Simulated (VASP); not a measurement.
**Run report: Co, single-point calculation (part 1 of 5)**

- system: Co (P6₃/mmc, 36 atoms in the cell)
- method: Kohn-Sham DFT of a periodic cell, LDA, VASP PAW LDA potentials, recommended, spin-polarised (VASP 6.6.1)

The structure derives from a Materials Project entry. It belongs to a series of runs on one base structure; here: grid = ENCUT=340 dk=0.35 cell=3x3x2 ISMEAR=1 SIGMA=0.1 LREAL=Auto EDIFF=1e-06.

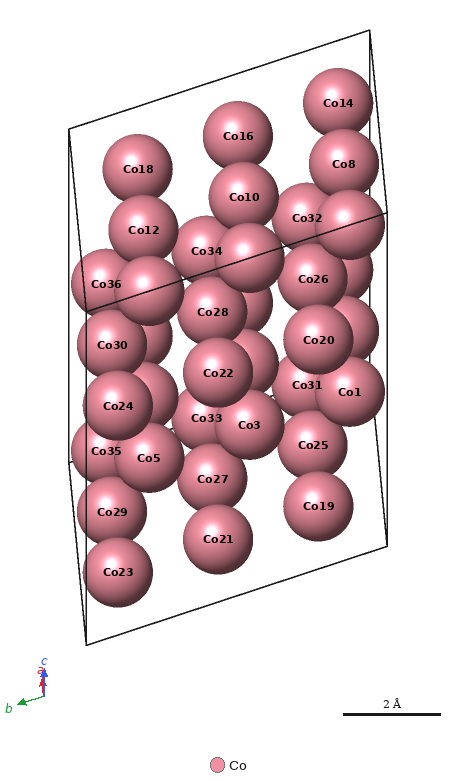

The structure (spheres-only view of the cell of the calculation, seen at an oblique angle; atoms are numbered from 1 in the order of the input). An atom can appear more than once, as a periodic image.

Summary

- outcome: converged
- space group (tolerance 0.01 Å): P6₃/mmc (194)
- electrons treated: 324
- free energy: −291.7464 eV
- gap on the k-point mesh: none (metallic)
- net moment of the cell: 53.66 μB
- pressure: −16.30 GPa
- largest force (length of the vector): under 0.001 eV/Å
- hardware: 4 threads of Intel Xeon (Sapphire Rapids), 192 GiB of memory available, shared host
- wall time: 8.2 min (CPU time 30 min)
- peak memory: 0.34 GiB

Notes

Settings chosen away from the usual ones: grid = ENCUT=340 dk=0.35 cell=3x3x2 ISMEAR=1 SIGMA=0.1 LREAL=Auto EDIFF=1e-06. The settings depart from the standard set-up of this series, which can bear on the numbers.

INCAR
```
SYSTEM = Co
PREC     = Accurate       ! precision mode
ENCUT    = 340            ! plane-wave cutoff, eV
EDIFF    = 1E-6           ! SCF threshold, eV
ISMEAR   = 1              ! smearing method
SIGMA    = 0.1            ! smearing width, eV
LREAL    = Auto         
LASPH    = .TRUE.         ! aspherical terms in the spheres
NELM     = 120            ! most SCF steps
ALGO     = Fast           ! electronic algorithm
ISIF     = 2              ! what is computed and relaxed
LWAVE    = .FALSE.        ! write WAVECAR
LCHARG   = .FALSE.        ! write CHGCAR
ISPIN    = 2              ! spin polarisation
MAGMOM   = 2 2 2 2 2 2 2 2 2 2 2 2 2 2 2 2 2 2 2 2 2 2 2 2 2 2 2 2 2 2 2 2 2 2 2 2 ! initial moments
LORBIT   = 11             ! projections on sites
LMAXMIX  = 4              ! l up to which the mixer works
GGA      = CA             ! functional
NBANDS   = 197            ! bands
NCORE    = 1            
KPAR     = 2
```

KPOINTS
```
regular mesh
0
G
  3 3 3
  0 0 0
```

POSCAR
```
Co
1.0
    7.4159997096      0.0000000000      0.0000000000
   -3.7079998548      6.4224441429      0.0000000000
    0.0000000000      0.0000000000      8.0422881600
Co
36
Direct
    0.2222222222      0.1111111111      0.3750000000
    0.2222222222      0.1111111111      0.8750000000
    0.2222222222      0.4444444444      0.3750000000
    0.2222222222      0.4444444444      0.8750000000
    0.2222222222      0.7777777778      0.3750000000
    0.2222222222      0.7777777778      0.8750000000
    0.5555555556      0.1111111111      0.3750000000
    0.5555555556      0.1111111111      0.8750000000
    0.5555555556      0.4444444444      0.3750000000
    0.5555555556      0.4444444444      0.8750000000
    0.5555555556      0.7777777778      0.3750000000
    0.5555555556      0.7777777778      0.8750000000
    0.8888888889      0.1111111111      0.3750000000
    0.8888888889      0.1111111111      0.8750000000
    0.8888888889      0.4444444444      0.3750000000
    0.8888888889      0.4444444444      0.8750000000
    0.8888888889      0.7777777778      0.3750000000
    0.8888888889      0.7777777778      0.8750000000
    0.1111111111      0.2222222222      0.1250000000
    0.1111111111      0.2222222222      0.6250000000
    0.1111111111      0.5555555556      0.1250000000
    0.1111111111      0.5555555556      0.6250000000
    0.1111111111      0.8888888889      0.1250000000
    0.1111111111      0.8888888889      0.6250000000
    0.4444444444      0.2222222222      0.1250000000
    0.4444444444      0.2222222222      0.6250000000
    0.4444444444      0.5555555556      0.1250000000
    0.4444444444      0.5555555556      0.6250000000
    0.4444444444      0.8888888889      0.1250000000
    0.4444444444      0.8888888889      0.6250000000
    0.7777777778      0.2222222222      0.1250000000
    0.7777777778      0.2222222222      0.6250000000
    0.7777777778      0.5555555556      0.1250000000
    0.7777777778      0.5555555556      0.6250000000
    0.7777777778      0.8888888889      0.1250000000
    0.7777777778      0.8888888889      0.6250000000
```

Launch command:
```bash
cat potpaw_LDA.64/Co/POTCAR > POTCAR
mpirun -np 4 vasp_std > vasp.out
```

OSZICAR
```
N       E                     dE             d eps       ncg     rms          rms(c)
DAV:   1     0.234197813699E+04    0.23420E+04   -0.10146E+05  4752   0.166E+03
DAV:   2    -0.499614524610E+02   -0.23919E+04   -0.23160E+04  4752   0.399E+02
DAV:   3    -0.309247181511E+03   -0.25929E+03   -0.21642E+03  4776   0.164E+02
DAV:   4    -0.332103275538E+03   -0.22856E+02   -0.21072E+02  7320   0.388E+01
DAV:   5    -0.333538895363E+03   -0.14356E+01   -0.13439E+01  7076   0.104E+01    0.658E+01
RMM:   6    -0.291884224462E+03    0.41655E+02   -0.46980E+02  4764   0.978E+01    0.309E+01
RMM:   7    -0.290510149838E+03    0.13741E+01   -0.68399E+01  4789   0.396E+01    0.170E+01
RMM:   8    -0.291780730850E+03   -0.12706E+01   -0.15415E+01  5270   0.553E+00    0.570E+00
RMM:   9    -0.291713106579E+03    0.67624E-01   -0.27897E+00  4884   0.702E+00    0.264E+00
RMM:  10    -0.291735051869E+03   -0.21945E-01   -0.66825E-01  5726   0.196E+00    0.942E-01
RMM:  11    -0.291746770507E+03   -0.11719E-01   -0.12455E-01  5761   0.729E-01    0.551E-01
RMM:  12    -0.291746421059E+03    0.34945E-03   -0.20410E-02  5459   0.473E-01    0.334E-01
RMM:  13    -0.291746376449E+03    0.44610E-04   -0.82375E-03  6272   0.179E-01    0.187E-01
RMM:  14    -0.291746471553E+03   -0.95104E-04   -0.53862E-03  5346   0.232E-01    0.156E-01
RMM:  15    -0.291746320144E+03    0.15141E-03   -0.10449E-03  5151   0.115E-01    0.421E-02
RMM:  16    -0.291746352978E+03   -0.32834E-04   -0.49651E-04  6616   0.328E-02    0.175E-02
RMM:  17    -0.291746366822E+03   -0.13844E-04   -0.13946E-04  5982   0.118E-02    0.202E-02
RMM:  18    -0.291746371951E+03   -0.51291E-05   -0.65512E-05  4283   0.777E-03    0.101E-02
RMM:  19    -0.291746377128E+03   -0.51767E-05   -0.51503E-05  3000   0.352E-03    0.643E-03
RMM:  20    -0.291746380094E+03   -0.29666E-05   -0.29545E-05  2558   0.245E-03    0.460E-03
RMM:  21    -0.291746382654E+03   -0.25594E-05   -0.25630E-05  2513   0.186E-03    0.415E-03
RMM:  22    -0.291746384176E+03   -0.15224E-05   -0.15210E-05  2461   0.146E-03    0.324E-03
RMM:  23    -0.291746385548E+03   -0.13723E-05   -0.13752E-05  2481   0.180E-03    0.162E-03
RMM:  24    -0.291746386353E+03   -0.80523E-06   -0.80610E-06  2358   0.119E-03
   1 F= -.29174639E+03 E0= -.29174338E+03  d E =-.902814E-02  mag=    53.6581
```

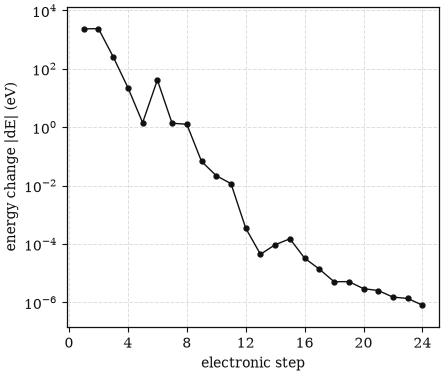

Convergence of the self-consistent field: energy change |dE| against the electronic step. It takes 24 electronic steps. The density is held fixed in the first few steps, and dE rises again when its update begins.

Parts of OUTCAR
```
SYSTEM = Co
   PREC = Accurate
   ENCUT = 340
   EDIFF = 1E-6
   ISMEAR = 1
   LREAL = Auto
   LASPH = .TRUE.
   NELM = 120
   ISIF = 2
   ISPIN = 2
   LORBIT = 11
   GGA = CA

 Found      6 irreducible k-points:

 Following reciprocal coordinates:
            Coordinates               Weight
  0.000000  0.000000  0.000000      1.000000
  0.333333 -0.000000  0.000000      6.000000
  0.333333  0.333333  0.000000      2.000000
  0.000000  0.000000  0.333333      2.000000
  0.333333 -0.000000  0.333333     12.000000
  0.333333  0.333333  0.333333      4.000000
   k-points           NKPTS =      6   k-points in BZ     NKDIM =      6   number of bands    NBANDS=    198
   number of dos      NEDOS =    301   number of ions     NIONS =     36
   total plane-waves  NPLWV = 110592
   dimension x,y,z NGX =    48 NGY =   48 NGZ =   48
   dimension x,y,z NGXF=    96 NGYF=   96 NGZF=   96
   ions per type =              36
   NGX,Y,Z   is equivalent  to a cutoff of  10.76, 10.76,  9.92 a.u.
   NGXF,Y,Z  is equivalent  to a cutoff of  21.52, 21.52, 19.84 a.u.
 SYSTEM =  Co
   PREC   = accura    normal or accurate (medium, high low for compatibility)
   ISTART =      0    job   : 0-new  1-cont  2-samecut
   ICHARG =      2    charge: 1-file 2-atom 10-const
   ISPIN  =      2    spin polarized calculation?
   LNONCOLLINEAR =      F non collinear calculations
   LSORBIT =      F    spin-orbit coupling
   LASPH  =      T    aspherical Exc in radial PAW
   ENCUT  =  340.0 eV  24.99 Ry    5.00 a.u.  11.15 11.15 12.09*2*pi/ulx,y,z
   NELM   =    120;   NELMIN=  2; NELMDL= -5     # of ELM steps
   EDIFF  = 0.1E-05   stopping-criterion for ELM
   LREAL  =      T    real-space projection
   EDIFFG = 0.1E-04   stopping-criterion for IOM
   NSW    =      0    number of steps for IOM
   IBRION =     -1    ionic relax: 0-MD 1-quasi-New 2-CG
   NFREE  =      0    steps in history (QN), initial steepest desc. (CG)
   ISIF   =      2    stress and relaxation
   ISYM   =      2    0-nonsym 1-usesym 2-fastsym
   POTIM  = 0.5000    time-step for ionic-motion
   TEBEG  =    0.0;   TEEND  =   0.0 temperature during run
   PSTRESS=    0.0 pullay stress
   NELECT =     324.0000    total number of electrons
   NUPDOWN=      -1.0000    fix difference up-down
   EMIN   =  10.00;   EMAX   =-10.00  energy-range for DOS
   EFERMI =   0.00;   METHOD = LEGACY
   ISMEAR =     1;   SIGMA  =   0.10  broadening in eV -4-tet -1-fermi 0-gaus
   EFERMI_NEDOS =   21; number of points for ismear=-14 and -15
   IALGO  =     68    algorithm
   IMIX   =      4    mixing-type and parameters
     AMIX     =   0.40;   BMIX     =  1.00
     AMIX_MAG =   1.60;   BMIX_MAG =  1.00
  volume/ion in A,a.u.               =      10.64        71.80
  Fermi-wavevector in a.u.,A,eV,Ry     =   1.548246  2.925761 32.614055  2.397065
  Thomas-Fermi vector in A             =   2.653224
   LORBIT       =     11    0 simple, 1 ext, 2 COOP (PROOUT), +10 PAW based schemes
   GGA     = CA    functional components
   LHFCALC =     F    Hartree Fock is set to
   AEXX    =    0.0000 exact exchange contribution
   IVDW    =     0    specifies the selected vdW correction
   LEPSILON=     F    determine dielectric tensor
   LRPA    =     F    only Hartree local field effects (RPA)
 spin polarized calculation
 RMM-DIIS sequential band-by-band and
 Methfessel and Paxton  Order N= 1 SIGMA  =   0.10
  energy-cutoff  :      340.00
  volume of cell :      383.04
 maximum number of plane-waves:      5463
 NGX is ok and might be reduce to    48
   NGX = 23   NGY = 23   NGZ = 25

 number of electron     324.0000199 magnetization      53.6581454

 Free energy of the ion-electron system (eV)
  ---------------------------------------------------
  ext. energy  EPLUGINS =         0.00000000
  ---------------------------------------------------
  free energy    TOTEN  =      -291.74638635 eV

  energy without entropy =     -291.73735821  energy(sigma->0) =     -291.74337697

 E-fermi :  10.1707     XC(G=0): -13.8532     alpha+bet :-17.9114

 val. band max:       10.1646421138   @ k =   0.3333  -0.0000   0.3333
 cond. band min:      10.1892698710   @ k =   0.3333  -0.0000   0.3333
 fundamental gap:      0.0246277572
 Fermi energy:        10.1706536266

 spin component 1

 k-point     1 :       0.0000    0.0000    0.0000
  band No.  band energies     occupation
      1       1.1728      1.00000
      2       3.4326      1.00000
      3       3.4326      1.00000
      4       4.4080      1.00000
      5       4.4080      1.00000
      6       4.4080      1.00000
      7       4.4080      1.00000
      8       4.4080      1.00000
      9       4.4080      1.00000
     10       5.0610      1.00000
     11       5.2232      1.00000
     12       5.2232      1.00000
     13       5.2232      1.00000
     14       5.2232      1.00000
     15       5.2232      1.00000
     16       5.2232      1.00000
     17       5.2232      1.00000
     18       5.2232      1.00000
     19       5.2232      1.00000
     20       5.2232      1.00000
     21       5.2232      1.00000
     22       5.2232      1.00000
     23       5.8360      1.00000
     24       5.8360      1.00000
     25       5.8360      1.00000
     26       5.8360      1.00000
     27       5.8360      1.00000
     28       5.8360      1.00000
     29       5.9756      1.00000
     30       5.9756      1.00000
     31       6.2205      1.00000
     32       6.2205      1.00000
     33       6.2205      1.00000
     34       6.2205      1.00000
     35       6.2205      1.00000
     36       6.2205      1.00000
     37       6.3508      1.00000
     38       6.3508      1.00000
     39       6.3508      1.00000
     40       6.3508      1.00000
     41       6.4400      1.00000
     42       6.4400      1.00000
     43       6.4400      1.00000
     44       6.4400      1.00000
     45       6.5673      1.00000
     46       6.5673      1.00000
     47       6.5673      1.00000
     48       6.5673      1.00000
     49       6.6314      1.00000
     50       6.6314      1.00000
     51       6.6997      1.00000
     52       6.6997      1.00000
     53       6.6997      1.00000
     54       6.6997      1.00000
     55       6.6997      1.00000
     56       6.6997      1.00000
     57       6.6997      1.00000
     58       6.6997      1.00000
     59       6.6997      1.00000
     60       6.6997      1.00000
     61       6.6997      1.00000
     62       6.6997      1.00000
     63       7.1549      1.00000
     64       7.1549      1.00000
     65       7.1549      1.00000
     66       7.1549      1.00000
     67       7.1549      1.00000
     68       7.1549      1.00000
     69       7.3659      1.00000
     70       7.3659      1.00000
     71       7.3659      1.00000
     72       7.3659      1.00000
     73       7.3713      1.00000
     74       7.3713      1.00000
     75       7.4765      1.00000
     76       7.4765      1.00000
     77       7.4765      1.00000
     78       7.4765      1.00000
     79       7.7011      1.00000
     80       7.7032      1.00000
     81       7.7032      1.00000
     82       7.7032      1.00000
     83       7.7032      1.00000
     84       7.7661      1.00000
     85       7.7661      1.00000
     86       7.8076      1.00000
     87       7.8076      1.00000
     88       7.8076      1.00000
     89       7.8076      1.00000
     90       7.8076      1.00000
     91       7.8076      1.00000
     92       7.8610      1.00000
     93       7.8610      1.00000
     94       7.8610      1.00000
     95       7.8610      1.00000
     96       7.8610      1.00000
     97       7.8610      1.00000
     98       7.9989      1.00000
     99       7.9989      1.00000
    100       7.9989      1.00000
    101       7.9989      1.00000
    102       7.9989      1.00000
    103       7.9989      1.00000
    104       8.0879      1.00000
    105       8.0879      1.00000
    106       8.3060      1.00000
    107       8.3060      1.00000
    108       8.3060      1.00000
    109       8.3060      1.00000
    110       8.3060      1.00000
    111       8.3060      1.00000
    112       8.3060      1.00000
    113       8.3060      1.00000
    114       8.3060      1.00000
    115       8.3060      1.00000
    116       8.3060      1.00000
    117       8.3060      1.00000
    118       8.4371      1.00000
    119       8.4371      1.00000
    120       8.4848      1.00000
    121       8.4848      1.00000
    122       8.4897      1.00000
    123       8.4897      1.00000
    124       8.4897      1.00000
    125       8.4897      1.00000
    126       8.5594      1.00000
    127       8.5594      1.00000
    128       8.5594      1.00000
    129       8.5594      1.00000
    130       8.5594      1.00000
    131       8.5594      1.00000
    132       8.5594      1.00000
    133       8.5594      1.00000
    134       8.5594      1.00000
    135       8.5594      1.00000
    136       8.5594      1.00000
    137       8.5594      1.00000
    138       9.2357      1.00000
    139       9.2357      1.00000
    140       9.2357      1.00000
    141       9.2357      1.00000
    142       9.2357      1.00000
    143       9.2357      1.00000
    144       9.2930      1.00000
    145       9.2930      1.00000
    146       9.2930      1.00000
    147       9.2930      1.00000
    148       9.3829      1.00000
    149       9.3829      1.00000
    150       9.3829      1.00000
    151       9.3829      1.00000
    152       9.3829      1.00000
    153       9.3829      1.00000
    154       9.4005      1.00000
    155       9.4005      1.00000
    156       9.4005      1.00000
    157       9.4005      1.00000
    158       9.4005      1.00000
    159       9.4005      1.00000
    160       9.4921      1.00000
    161       9.4921      1.00000
    162       9.4921      1.00000
    163       9.4921      1.00000
    164       9.4937      1.00000
    165       9.4937      1.00000
    166       9.4937      1.00000
    167       9.4937      1.00000
    168       9.4937      1.00000
    169       9.4937      1.00000
    170       9.4937      1.00000
    171       9.4937      1.00000
    172       9.4937      1.00000
    173       9.4937      1.00000
    174       9.4937      1.00000

 k-point     2 :       0.3333   -0.0000    0.0000
  band No.  band energies     occupation
      1       1.6106      1.00000
      2       2.8305      1.00000
      3       3.8037      1.00000
      4       3.8037      1.00000
      5       3.9034      1.00000
      6       3.9034      1.00000
      7       4.6815      1.00000
      8       4.6815      1.00000
      9       5.2363      1.00000
     10       5.2363      1.00000
     11       5.2363      1.00000
     12       5.2363      1.00000
     13       5.2491      1.00000
     14       5.2491      1.00000
     15       5.2533      1.00000
     16       5.2533      1.00000
     17       5.3252      1.00000
     18       5.3343      1.00000
     19       5.4509      1.00000
     20       5.4509      1.00000
     21       5.4509      1.00000
     22       5.4509      1.00000
     23       5.5834      1.00000
     24       5.8375      1.00000
     25       5.8390      1.00000
     26       5.8627      1.00000
     27       5.8627      1.00000
     28       5.9108      1.00000
     29       5.9108      1.00000
     30       5.9108      1.00000
     31       5.9108      1.00000
     32       5.9592      1.00000
     33       5.9592      1.00000
     34       6.0070      1.00000
     35       6.0070      1.00000
     36       6.0345      1.00000
     37       6.0345      1.00000
     38       6.0932      1.00000
     39       6.0932      1.00000
     40       6.1419      1.00000
     41       6.1419      1.00000
     42       6.5045      1.00000
     43       6.5045      1.00000
     44       6.5453      1.00000
     45       6.5453      1.00000
     46       6.7088      1.00000
     47       6.7088      1.00000
     48       6.7088      1.00000
     49       6.7088      1.00000
     50       6.8210      1.00000
     51       6.8210      1.00000
     52       6.8258      1.00000
     53       6.8258      1.00000
     54       6.8498      1.00000
     55       6.8498      1.00000
     56       6.8498      1.00000
```
